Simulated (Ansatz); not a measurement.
# Single-point calculation of Al

System: Al (Fm-3m, 1 atom in the cell).
Method: DFT PBEsol, scalar-relativistic, plane waves, PAW, no spin polarisation (Ansatz 0.2.0).

The structure derives from an entry of the Crystallography Open Database.

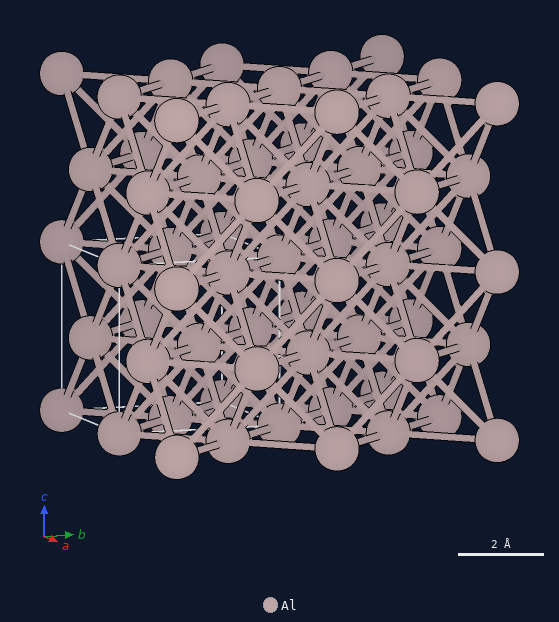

The structure as given in the input (ball-and-stick view of the cell 4 times as large as that of the calculation, set on its symmetry axes, repeated 2 × 2 × 2, seen slightly off an axis). Near neighbours in the crystal (not all of them lie inside the picture): Al has 12 Al at 2.84 Å.

Key numbers:

```json
{"quantity": "outcome", "value": "converged"}
{"quantity": "space group (tolerance 0.01 Å)", "value": "Fm-3m (225)"}
{"quantity": "electrons treated", "value": "3"}
{"quantity": "free energy", "value": "−524.5549 eV"}
{"quantity": "Fermi energy", "value": "8.068 eV"}
{"quantity": "gap on the k-point mesh", "value": "none (metallic)"}
{"quantity": "pressure", "value": "0.05 GPa"}
{"quantity": "largest force (length of the vector)", "value": "under 0.001 eV/Å"}
{"quantity": "hardware", "value": "1 thread of Arm Neoverse V1, 24 GiB of memory available, shared host"}
{"quantity": "wall time", "value": "4.7 s"}
{"quantity": "peak memory", "value": "0.34 GiB"}
```

Warnings of the run: the k-point mesh lowers the symmetry that the run can use.

Input:
```yaml
crystal:
  lattice:
    - [2.8394492336, 0.0, 0.0]
    - [-1.4197246168, 2.459035169, 0.0]
    - [1.4197246168, 0.8196783897, 2.3184005909]
  atoms:
    - { symbol: Al, position: [0.0, 0.0, 0.0] }
basis:
  ecutwfc: 420
kpoints:
  mp_grid: { grid: [12, 12, 15] }
hamiltonian:
  xc: pbesol
scf:
  occupations: { method: gaussian, width: 0.1 }
output:
  forces: true
  stress: true
  eigenvalues: true
  write_density: true
  write_potential: true
  elf: true
  volumetric_format: npy
```

Run as:
```bash
ansatz run input.yaml --threads 1 --pin off --max-ram 2560MiB --backend cpu --events-out ev --progress --plain --runs-dir out
```

What the program printed:
```
Warning: crystal.symmetry: narrowed to the stabiliser of the k-point mesh — unitary ops 48 → 4; excluded 44 operations that carry a point of the 12×12×15 mesh (shift [0, 0, 0]) off the mesh (the run samples exactly the mesh kpoints.mp_grid names, as under crystal.symmetry.detect: false, and its converged state has the mesh's symmetry, not the crystal's; ε∞, the Born charges and the force constants of a linear response (`dielectric:` by the response, `phonons.method: dfpt`) are averaged over those of the crystal's operations that the state keeps within a tolerance, where `mesh_tensors`, `unaveraged_element` or `gamma_mean_max_change_ev_ang2` stands beside them; a row that `dielectric.field_direction` solves alone is averaged likewise, with nothing beside; a Γ-centred mesh of equal divisions is mapped onto itself by every operation and keeps the whole group, as does a half-shifted one under kpoints.further_shifts: images)
Engine: ansatz 0.2.0, aarch64-unknown-linux-gnu
Pseudopotentials: kind: paw
Pseudopotential: Al, paw, valence charge 3, recommended cutoff 420 eV (normal), Al.paw.azcp
Functional definition: PBEsol
  exchange = pbesol_x
  correlation = pbesol_c
Crystal: 1 atoms, lattice volume = 16.188 Å³
Basis set: ecut = 420 eV, 331 PW (Γ), exchange–correlation on 40×40×40 points (8 copies of the dense FFT grid, shifted against one another)
Bands: 6, of which v1, the nominal top of the filled ones, is band 2 counted from 1 (1 counted from 0)
Symmetry: 4 space group operations
k-points: 589 of 2160
Non-local potential: Al, projectors of the file, l = 0: 2, l = 1: 2, l = 2: 1
PAW form: soft (Blöchl's): semilocal exchange-correlation on the pseudo side does not see the compensation charge
PAW frozen core: Al, regenerated for the run's functional, and the local potential with it (the file was generated under x = pbe(κ = 0.804, μ = 0.2195149727645171), c = pbe(β = 0.06672455060314922))
PAW one-centre angular grid: Al, 110 points (default); XC on 64 Gauss nodes
Initial density: superposition of atomic densities (neutral atoms: chi_scale 0, normalization atom), corrected by the library's trained network
Initial wavefunctions: pseudopotential atomic-orbital guess
Functional: x = pbesol(κ = 0.804, μ = 0.12345679012345678), c = pbesol(β = 0.046)
SCF iter   1: F=—  HF=-524.554913 eV  |F-HF|=—  |Δ(HF+E_count)|=         —  Δρ=8.02e-4  dr2=5.58e-5  ethr=1.77e-3  ⟨swp⟩=4.8  Hψ=30098  notcnv=0
preconditioner: auto → none  [metal: Δε(μ)=0.013 eV  Ē_g=13.347 eV  σ=0.100 eV  W_gap=0.07  n_scr=0 (ndim 8)  ℏωp=16.0 eV  f_vac=0.000  D(μ)=0.31/eV (n_scr^D=0)]
SCF iter   2: F=—  HF=-524.554929 eV  |F-HF|=—  |Δ(HF+E_count)|=   1.62e-5  Δρ=4.00e-4  dr2=1.34e-5  ethr=1.86e-6  ⟨swp⟩=1.7  Hψ=8704  notcnv=0  defer=1
iter 3 did not close the SCF: its close was put off for the readings that it lacked (scf_convergence_deferred on its scf_iter line)
SCF iter   3: F=-524.554933 eV  HF=-524.554933 eV  |F-HF|=1.07e-8  |Δ(HF+E_count)|=   3.65e-6  Δρ=1.53e-5  dr2=3.81e-8  ethr=4.48e-7  ⟨swp⟩=1.0  Hψ=3267  notcnv=0  defer=1
iter 4 did not close the SCF: its close was put off for the readings that it lacked (scf_convergence_deferred on its scf_iter line)
SCF iter   4: F=-524.554933 eV  HF=-524.554933 eV  |F-HF|=9.76e-10  |Δ(HF+E_count)|=   1.08e-8  Δρ=5.39e-6  dr2=4.40e-9  ethr=1.27e-9  ⟨swp⟩=1.2  Hψ=3411  notcnv=0  defer=1
iter 5 did not close the SCF: its close was put off for the readings that it lacked (scf_convergence_deferred on its scf_iter line)
SCF iter   5: F=-524.554933 eV  HF=-524.554933 eV  |F-HF|=1.26e-11  |Δ(HF+E_count)|=  8.29e-10  Δρ=3.80e-7  dr2=2.67e-11  ethr=1.47e-10  ⟨swp⟩=1.0  Hψ=3274  notcnv=0  defer=1
SCF iter   6: F=-524.554933 eV  HF=-524.554933 eV  |F-HF|=3.41e-13  |Δ(HF+E_count)|=  1.07e-11  Δρ=7.27e-8  dr2=9.43e-13  ethr=1.00e-12  ⟨swp⟩=3.9  Hψ=13742  notcnv=0
SCF 1 converged in 6 iterations: F = -524.554933 eV  dr2 = 9.43e-13
  greatest PAW one-centre occupation: 0.450 electrons in one spin orbital (limit 2), on the Al atom at site 0 (counted from 0), in its partial waves of l = 0
SCF converged after 6 iterations
Free energy (F): -524.554933 eV
Harris-Foulkes:  -524.554933 eV  (|F-HF|=3.41e-13)
Internal energy: -524.553368 eV  (E = F + TS)
E sigma→0 (E₀):  -524.554150 eV
Entropy (-TS):   -0.001564 eV (-1.564 meV/atom)
Fermi energy:    8.067793 eV
--- Per-component energies (eV) ---
  E_band       = 10.828117
  E_kinetic    = 23.102974
  E_local      = 10.053630  (includes V_loc(G=0)·N_el)
  E_nonlocal   = 10.410875
  E_hartree    = 0.106054
  E_xc         = -39.523481
  E_vxc        = -29.311739  (∫ρ·V_xc dr)
  E_paw        = -454.737930  (= ΣΔE_a)
  E_vpaw       = -3.639727  (= ΣTr[D̂ρ^β])
  E_aug_tail   = -0.000003  (compensation charges beyond the density's cutoff)
  E_ewald      = -73.984626
  E_core_change = 0.019139  (= ΣΔE_core)
  E_smearing   = -0.001564  (= −TS)
  E_closure    = 0.000000  (closes the sum)
  Σ components = -524.554933   (vs F -524.554933, Δ=0.00e0)
--- Forces (eV/Å), atoms counted from 1 ---
  atom   1  Al     0.00000000     0.00000000    -0.00000000
  max |Σ_I F_I| component: 7.70e-34 eV/Å
--- Stress (GPa, compression-positive) ---
        1.192690       0.132622      -0.189752
        0.132622       1.039552      -0.109554
       -0.189752      -0.109554      -2.093079
  P = ⅓ Tr σ = 0.0464 GPa (0.464 kbar)
--- Band table (eV; the first three rows and the last of 589) ---
  k-point 0: bands = ["-3.1705", "20.7002", "20.7008", "20.7009", "22.4100", "22.4103"]
  k-point 1: bands = ["-3.0482", "18.8079", "20.3291", "20.3294", "22.9691", "22.9694"]
  k-point 2: bands = ["-2.6821", "16.1169", "19.7558", "19.7560", "22.9484", "24.0170"]
  k-point 588: bands = ["3.2597", "3.9004", "18.7770", "18.8498", "19.9240", "20.4185"]
```

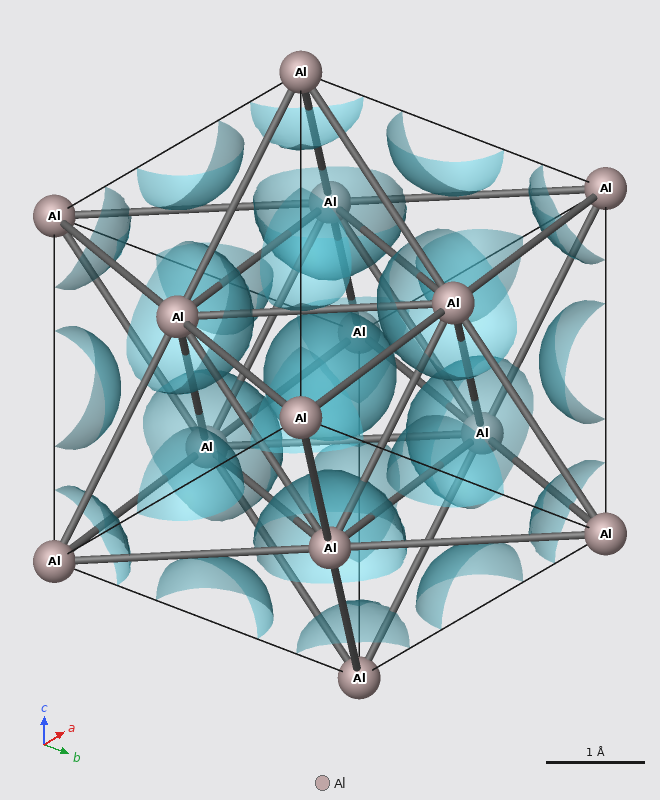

Isosurface of the ELF at 0.4 (cyan), seen at an oblique angle. Core shells and regions of very low density are left out. Sticks mark near contacts. The outline is the cell set on symmetry axes. Along the contacts the grid gives the following. Al–Al (2.84 Å): the ELF peaks at about 0.65 between the atoms. In a PAW calculation such maps are meaningful between the atoms, not at the nuclei.

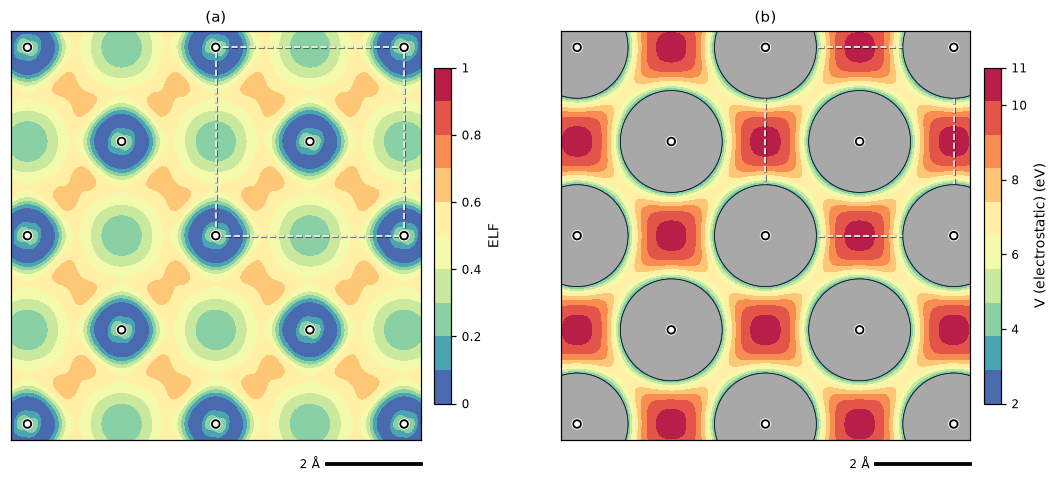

(a) ELF; (b) electrostatic potential (local pseudopotential plus Hartree) felt by an electron on the (010) plane of the conventional cell. Circles mark the nuclei in the plane (Al). Grey discs, where drawn, cover atomic cores. The plane passes through Al nuclei. Outside the cores the potential energy rises away from the atoms and is highest about 2.0 Å from the nearest atoms; outside the discs it spans about 8 eV, and its zero is arbitrary.
